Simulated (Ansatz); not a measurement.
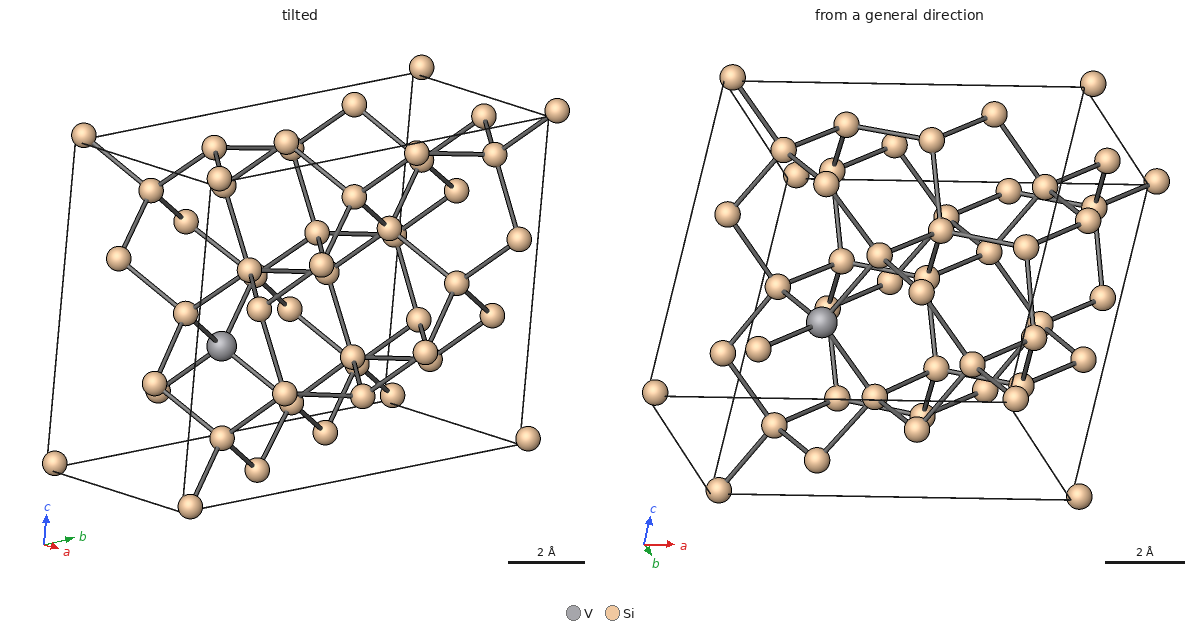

The image is a ball-and-stick drawing of a crystal, viewed slightly off an axis and from a general direction. The frame is the supercell; atoms at its boundary are shown with their periodic copies. The host is Si, in a cell of 36 sites, and the cell carries a charge of +1.

Describe the defect.

Answer. Vanadium on a silicon site (a substitutional impurity). It is bonded to four Si in a tetrahedral arrangement at about 2.4 Å.

Electronic-structure method: DFT PBE, scalar-relativistic, plane waves, PAW in Ansatz. Parameters: a cutoff energy of 420 eV, a 2×2×2 mesh of k-points, Gaussian smearing of 0.02 eV, collinear spins.

Does the defect leave unpaired spin?

Answer. No net moment.

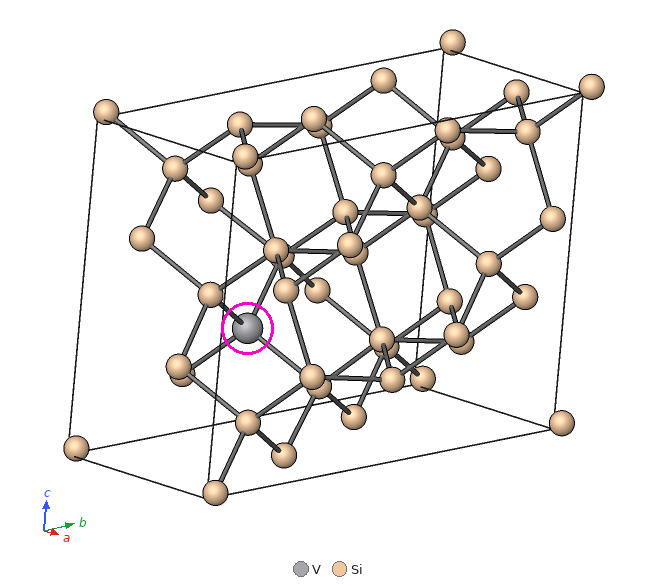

The same cell with a ring at the defect's site.

The atoms were relaxed in the host's cell with DFT PBE, scalar-relativistic, plane waves, PAW (Ansatz).
